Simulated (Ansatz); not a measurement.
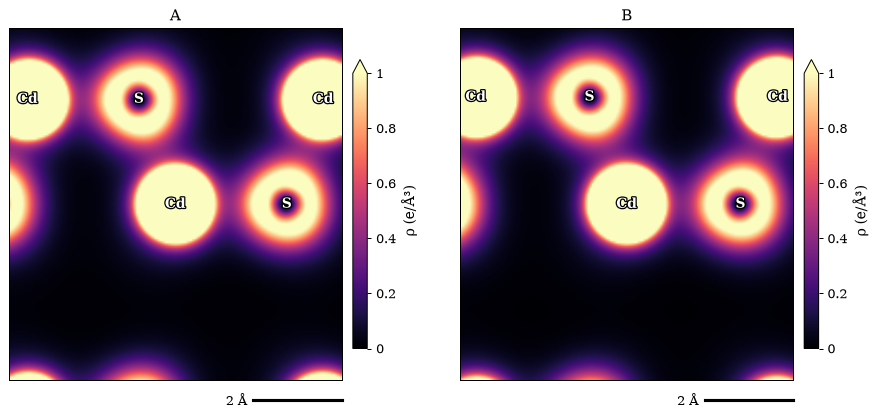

CdS. The valence pseudo-density of two cells that differ in size, on the (110) plane of each (indices in the axes of the calculation cell), at one length scale and on one colour scale; one has 24.5 and the other 26.0 Å³ an atom.

Level of theory: DFT PBE, scalar-relativistic, plane waves, PAW (Ansatz).

Core electrons are frozen (PAW), and the valence fields are smoothed inside the atomic spheres.

The larger cell:

```yaml
crystal:
  lattice:
    - [4.19696, 0.00000, 0.00000]
    - [-2.09848, 3.63467, 0.00000]
    - [0.00000, 0.00000, 6.82791]
  atoms:
    - { symbol: Cd, position: [0.33333, 0.66667, 0.99920] }
    - { symbol: Cd, position: [0.66667, 0.33333, 0.49920] }
    - { symbol: S, position: [0.33333, 0.66667, 0.37580] }
    - { symbol: S, position: [0.66667, 0.33333, 0.87580] }
```

The smaller cell: a = 4.111 Å, b = 4.111 Å, c = 6.689 Å, α = 90.00°, β = 90.00°, γ = 120.00°.

**Which panel shows the smaller cell, and what does the compression change?**

Panel A is the smaller cell, by 6 % in volume. From the larger cell to the smaller, Cd–S goes from 2.57 to 2.51 Å, and the density at its midpoint from 0.39 to 0.43 e/Å³; the pressure goes from 0.0 to 3.8 GPa; the Kohn–Sham gap goes from 1.1 eV to 1.3 eV.
